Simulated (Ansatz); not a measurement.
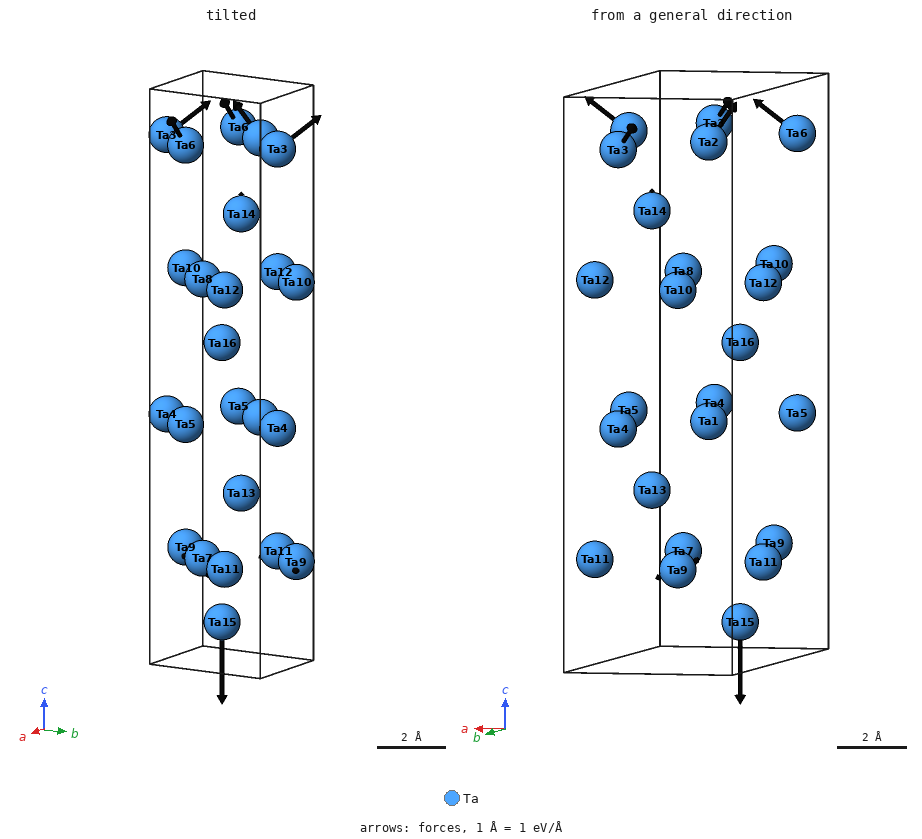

View slightly off an axis and from a general direction, drawn as a spheres-only model. The simulation cell is drawn as a box. The arrows are the computed forces on the atoms.

System: Ta. Calculation details: DFT PBEsol, scalar-relativistic, plane waves, PAW (Ansatz); a kinetic-energy cutoff of 420 eV, the zone sampled with 9×9×3 points, Gaussian smearing of 0.15 eV, no spin polarisation.

### Is the structure at a minimum of the energy?

No. The atoms still feel forces of up to about 2 eV/Å, far above a usual threshold of 0.01 to 0.03 eV/Å.

### Which atom carries the strongest force?

Ta15, about 2 eV/Å.

The model was built from a structure listed in the Materials Project. The cell was then strained or its atoms displaced on purpose. A calculation with Ansatz used it as input.
